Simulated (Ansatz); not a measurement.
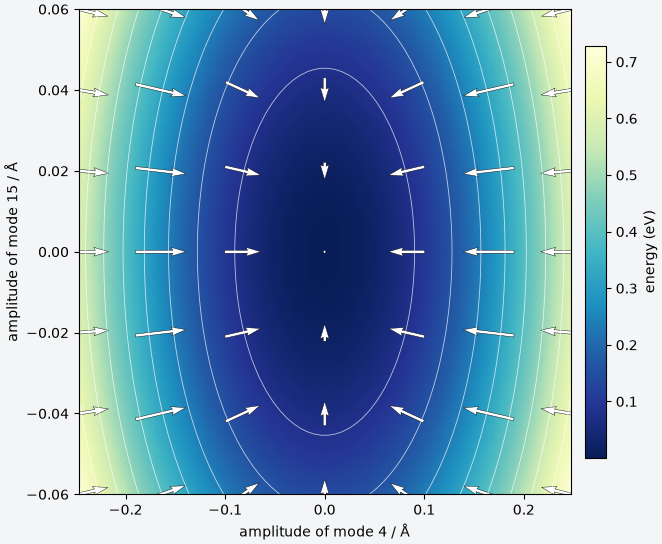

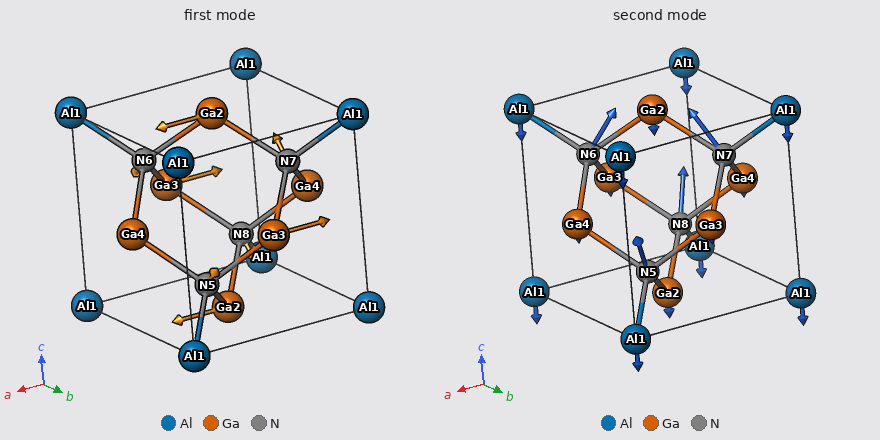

Energy landscape of AlGa3N4 (P-43m, No. 215; 8 atoms in the cell). The energy is mapped over two normal modes frozen in (zone-centre modes of the 8-atom cell of this scan). First axis: amplitude of mode 4 (188 cm⁻¹), largest displacement. Second axis: amplitude of mode 15 (559 cm⁻¹), largest displacement. Nothing is relaxed (the cell and all other modes fixed). Grid: 7 × 7 points; 16 points were computed and 33 follow by symmetry. Points are written as (first, second). Energies: eV per cell, counted from the lowest grid point. Method: DFT PBEsol, scalar-relativistic, plane waves, PAW (Ansatz 0.2.0). Settings: cutoff 520 eV, k-mesh 6×6×6, gaussian smearing 0.05 eV, no spin polarisation.

In the figure: a smooth colour map with a few white contour lines, arrows along the force (downhill), their lengths compressed. Between grid points the surface is interpolated. The second picture is the structure at the lowest point

> Describe this landscape.

The lowest grid point is at (0.000 Å, 0.00 Å). It is the only kind of minimum in the scanned range. The highest grid point, (−0.247 Å, −0.06 Å), lies 0.73 eV above the lowest. The gap on the k-mesh is 2.3 eV at the lowest point and runs from 2.0 to 2.3 eV over the map.

The values on the grid:

```
second ↓, first →  −0.247  −0.165  −0.082  0.000  0.082  0.165  0.247
             0.06    0.73    0.40    0.21   0.14   0.21   0.40   0.73
             0.04    0.65    0.33    0.13   0.06   0.13   0.33   0.65
             0.02    0.61    0.28    0.08   0.02   0.08   0.28   0.61
             0.00    0.59    0.26    0.07   0.00   0.07   0.26   0.59
            −0.02    0.61    0.28    0.08   0.02   0.08   0.28   0.61
            −0.04    0.65    0.33    0.13   0.06   0.13   0.33   0.65
            −0.06    0.73    0.40    0.21   0.14   0.21   0.40   0.73
```

Each point was launched as `ansatz run input.yaml --threads 2 --pin off --max-ram 4096MiB --backend cpu --events-out ev --progress --plain --runs-dir out`. Time for the 16 points that were run: 12 min on 2 threads of Arm Neoverse N1, on a shared host.

PAW datasets: the set soft_1.
